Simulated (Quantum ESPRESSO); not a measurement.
**P: 7 runs along one coordinate**

System: P (R-3m, 2 atoms in the cell).
Method: Kohn-Sham DFT of a periodic cell, PBEsol, GBRV 1.5 PBEsol, no spin polarisation (Quantum ESPRESSO 7.5).

The 7 runs differ only in the geometry, by an even scaling of the cell at fixed fractional positions. The structure derives from a Materials Project entry.

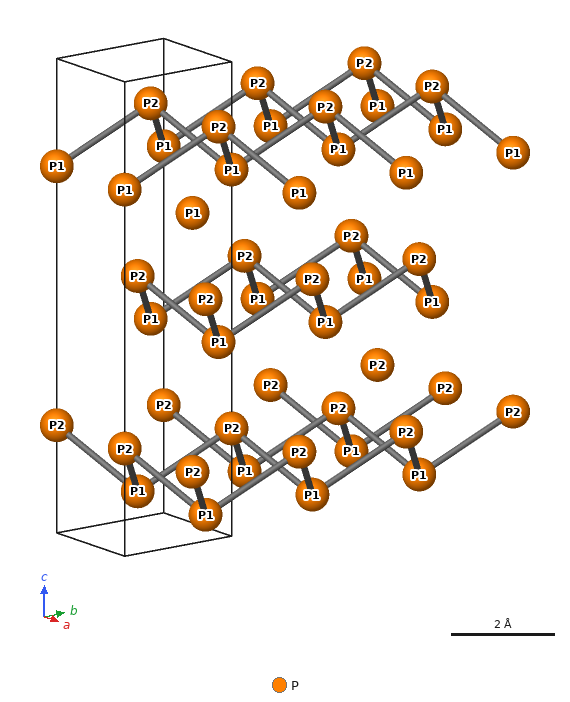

Figure 1. The structure of run 4 (ball-and-stick view of the cell 3 times as large as that of the calculation, set on its symmetry axes, repeated 2 × 3 × 1, seen slightly off an axis; atoms are numbered from 1 in the order of the input). An atom can appear more than once, as a periodic image.

## Input of run 4
```
&CONTROL
  calculation = 'scf'
  prefix = 'pwscf'
  outdir = './tmp'
  pseudo_dir = './pseudo'
  tprnfor = .true.
  tstress = .true.
  disk_io = 'low'
/
&SYSTEM
  ibrav = 0
  celldm(1) = 8
  nat = 2
  ntyp = 1
  ecutwfc = 45
  ecutrho = 360
  nbnd = 10
  occupations = 'smearing'
  smearing = 'fd'
  degauss = 0.00367493
/
&ELECTRONS
  conv_thr = 4d-10
  electron_maxstep = 120
  mixing_beta = 0.5
/
ATOMIC_SPECIES
P     30.9738 p_pbesol_v1.5.uspp.F.UPF
CELL_PARAMETERS alat
  0.4076434940989   0.2353530810595   0.7392797600731
 -0.4076434940989   0.2353530810595   0.7392797600731
  0.0000000000000  -0.4707061620954   0.7392797600731
ATOMIC_POSITIONS crystal
P      0.7729197500    0.7729197500    0.7729197500
P      0.2270802500    0.2270802500    0.2270802500
K_POINTS automatic
9 9 9 0 0 0
```

## File pp_density.in of run 4
```
&INPUTPP
  prefix = 'pwscf'
  outdir = './tmp'
  filplot = 'density.dat'
  plot_num = 0
/
&PLOT
  nfile = 1
  filepp(1) = 'density.dat'
  iflag = 3
  output_format = 6
  fileout = 'density.cube'
/
```

## File pp_potential.in of run 4
```
&INPUTPP
  prefix = 'pwscf'
  outdir = './tmp'
  filplot = 'potential.dat'
  plot_num = 11
/
&PLOT
  nfile = 1
  filepp(1) = 'potential.dat'
  iflag = 3
  output_format = 6
  fileout = 'potential.cube'
/
```

Command:
```bash
OMP_NUM_THREADS=1 mpirun -n 2 pw.x -nk 2 -in pw.in > pw.out
OMP_NUM_THREADS=1 mpirun -n 1 pp.x -in pp_density.in > pp_density.out
OMP_NUM_THREADS=1 mpirun -n 1 pp.x -in pp_potential.in > pp_potential.out
```

Lattice vectors (Å) and fractional positions of run 4:
```
   1.725725    0.996348    3.129680
  -1.725725    0.996348    3.129680
   0.000000   -1.992696    3.129680
P   0.772920  0.772920  0.772920
P   0.227080  0.227080  0.227080
```

Run 5 has the same physical settings and fractional positions; its lattice vectors (Å) are:
```
   1.737154    1.002946    3.150407
  -1.737154    1.002946    3.150407
   0.000000   -2.005893    3.150407
```

## Results, with one run withheld

```csv
run,volume per atom (Å³),"free energy per atom, from the lowest run given (meV)",pressure (GPa)
1,15.175,8.51,4.34
2,15.498,2.07,2.06
3,15.821,0.00,0.02
4,16.144,1.83,−1.79
5,16.467,?,?
6,16.789,15.43,−4.93
7,17.112,26.80,−6.35
```

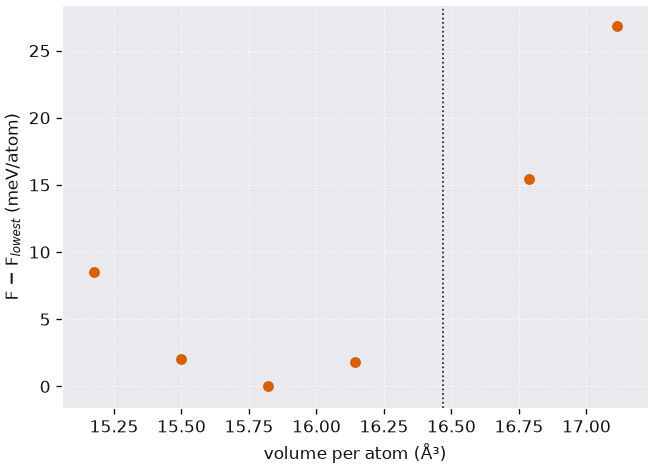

Figure 2. Free energy per atom of the runs given; the dotted line marks run 5.

What should run 5 give?

A cubic polynomial in V^(−2/3) (the Birch–Murnaghan form), fitted to the 6 runs given, misses them by at most 0.05 meV per atom. With x = V^(−2/3) − 0.15706 Å⁻², it reads F = 1.0159 − 1296.3 x + 4.15e+05 x² − 42092 x³ (meV per atom). At run 5 it gives 7.06 meV per atom, and the run itself gives 7.05. The slope of the fit gives a pressure −dF/dV of −3.43 GPa there, and the run prints −3.39 GPa. The fit has its minimum at 15.829 Å³ per atom, where V d²F/dV² gives 93.9 GPa. Cell shape and fractional positions are held, so this is the stiffness under even scaling; the relaxed bulk modulus wasn't computed.

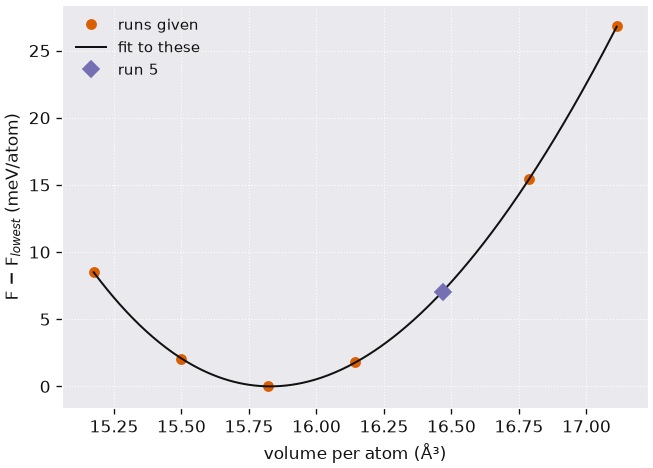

Figure 3. The fit and the withheld run.

## Some lines of the output (run 5)
```
[...]
     unit-cell volume          =     222.2443 (a.u.)^3
     number of k points=    85  Fermi-Dirac smearing, width (Ry)=  0.0037
     total energy              =     -30.96036836 Ry
     total energy              =     -30.95979702 Ry
     total energy              =     -30.95989192 Ry
     total energy              =     -30.96000738 Ry
     total energy              =     -30.96000783 Ry
     total energy              =     -30.96000786 Ry
     the Fermi energy is     9.8277 ev
!    total energy              =     -30.96000787 Ry
     The total energy is F=E-TS. E is the sum of the following terms:
     Computing stress (Cartesian axis) and pressure
          total   stress  (Ry/bohr**3)                   (kbar)     P=      -33.86
```
